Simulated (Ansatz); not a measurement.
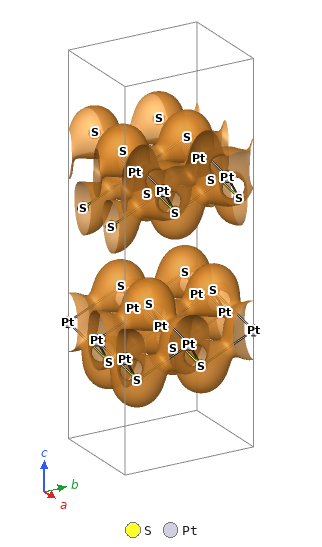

Figure 1: PtS2 (slab). Isosurface of the valence electron density at 0.5 e/Å³ (orange), seen slightly off an axis. Sticks mark near contacts.

A point of a scan over the structure, not its minimum; PAW files of the earlier set (soft_1).

Theory: Ansatz, DFT PBE+D3(BJ), scalar-relativistic, plane waves, PAW.

In a PAW calculation such maps are meaningful between the atoms, not at the nuclei.

How is the density connected at this value?

At this value the density is joined into sheets; it holds about 75 % of the electrons treated as valence (semicore included). It bridges the sampled Pt–S (2.39 Å) contacts, where the density stays above the isovalue. On the grid the lowest density along these lines, outside the cores, is 0.67 e/Å³ (Pt–S, 2.39 Å).
